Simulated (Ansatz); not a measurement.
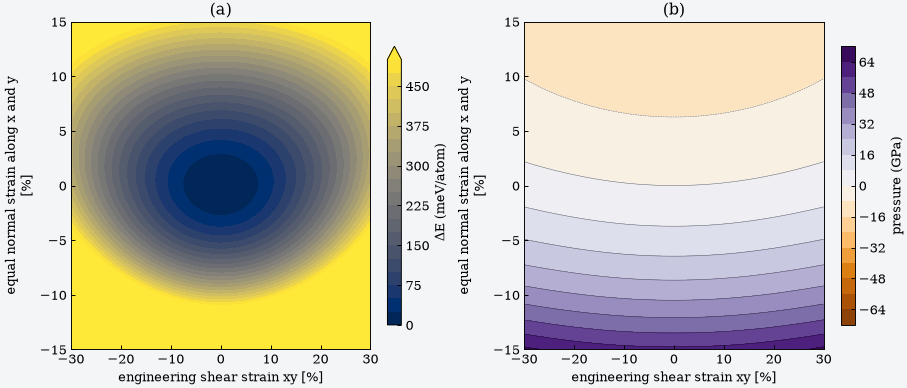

Si (Cmcm, No. 63; 12 atoms in the cell). 
- The energy is mapped over two homogeneous strains (x along [1 0 0], y along [0 1 0], z along [0 0 1] of the conventional cell).
- Coordinates scanned: (1) engineering shear strain xy; (2) equal normal strain along x and y.
- Nothing is relaxed (fractional coordinates fixed).
- The scan uses a 7 × 7 grid; 28 points were computed and 21 follow by symmetry.
- Points are written as (first, second).
- Energies: meV/atom, counted from the lowest grid point.
- The band gap closes in part of the range.
- Level of theory: Ansatz 0.2.0, DFT PBEsol, scalar-relativistic, plane waves, PAW. Settings: cutoff 420 eV, k-mesh 10×10×4 in the order of the run's cell vectors, gaussian smearing 0.05 eV, no spin polarisation.

Panel (a) is the energy and panel (b) the computed pressure on the same grid.

In the figure: filled contours, one colour for all values above the top of the scale. Between grid points the surface is interpolated.

Q: How does the pressure vary over the map, and what is it at the lowest grid point?

A: It runs from −12 GPa at (0 %, 15 %) to 66 GPa at (−30 %, −15 %). At the lowest grid point, (0 %, 0 %), it is 0 GPa.

PAW datasets: the set soft_1.
